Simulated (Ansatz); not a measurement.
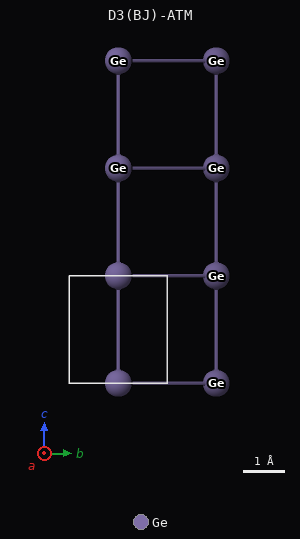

A crystal of Ge (set up in Cmmm), relaxed (cell and atoms) with several dispersion corrections. The picture shows the result with D3(BJ)-ATM. Style: ball-and-stick. Shown: the cell of the calculation, repeated 1 × 2 × 3 with one cell outlined, along the a axis.

Computed with Ansatz 0.2.0: PBEsol, Ansatz PAW. Set-up: plane-wave cutoff 420 eV; k-point mesh 11 × 11 × 10; occupations fermi-dirac; smearing width 0.05 eV; no spin polarisation; cell and atoms relaxed; force threshold 0.01 eV/Å.

| dispersion correction | volume (Å³/atom) | a (Å) | c (Å) |
| --- | --- | --- | --- |
| D3(BJ)-ATM | 17.769 | 2.802 | 2.639 |
| none | 18.398 | 2.831 | 2.671 |
| D4 | 17.947 | 2.810 | 2.648 |
| D3(BJ) | ? | ? | ? |

Q: Estimate the missing row from the others, and compare with the calculation.

A: With D3(BJ) the volume is the smallest of the series, below D3(BJ)-ATM (17.769). The calculation gives 17.691 Å³/atom (a = 2.798 Å, c = 2.635 Å). In order of volume: D3(BJ) < D3(BJ)-ATM < D4 < none; the spread is 4.0 %.
